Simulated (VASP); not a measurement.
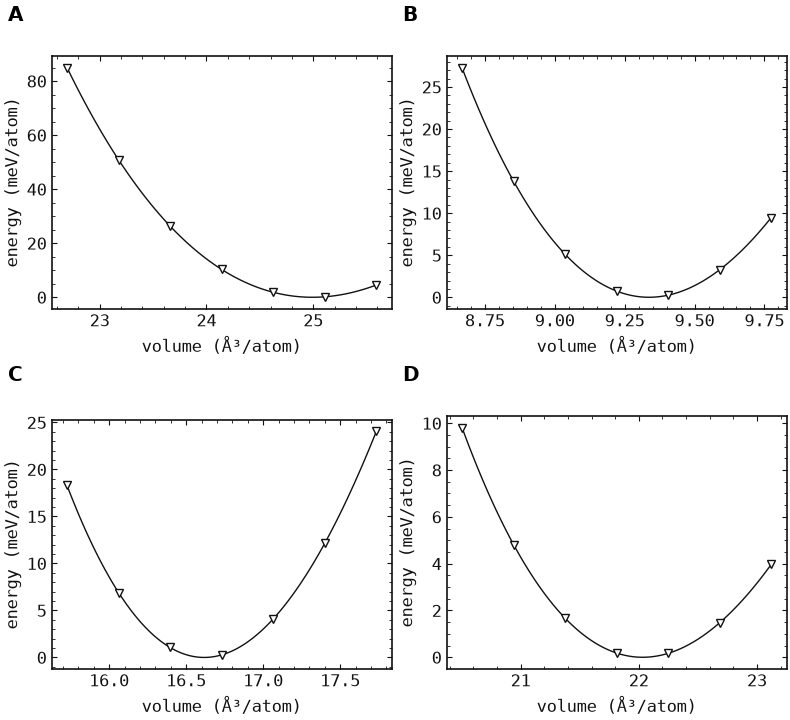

Each panel shows the energy against volume for one of these solids: MgO, Fm-3m (No. 225); NaCl, Fm-3m (No. 225); Te₂Pt, P-3m1 (No. 164); Ti, Fm-3m (No. 225).

How it was computed, with VASP 6.6.1: plane-wave DFT, no spin polarisation; energies at scaled volumes of the given cell, shape and fractions fixed, counted from the fit's minimum, third-order Birch-Murnaghan fit. Level: PBEsol.

Match the panels to the solids.

Answer. A is Te₂Pt (energy from 0.18 meV/atom to 84.97 meV/atom, V0 24.99 Å³/atom, B0 106 GPa); B is MgO (energy from 0.25 meV/atom to 27.30 meV/atom, V0 9.337 Å³/atom, B0 160 GPa); C is Ti (energy from 0.28 meV/atom to 24.04 meV/atom, V0 16.62 Å³/atom, B0 113 GPa); D is NaCl (energy from 0.17 meV/atom to 9.81 meV/atom, V0 22.03 Å³/atom, B0 25.9 GPa).

For Te₂Pt, limits of the calculation: spin-orbit coupling left out, heavy elements; shape and atomic fractions are frozen while scaling, which makes layered, chain and framework solids too stiff.
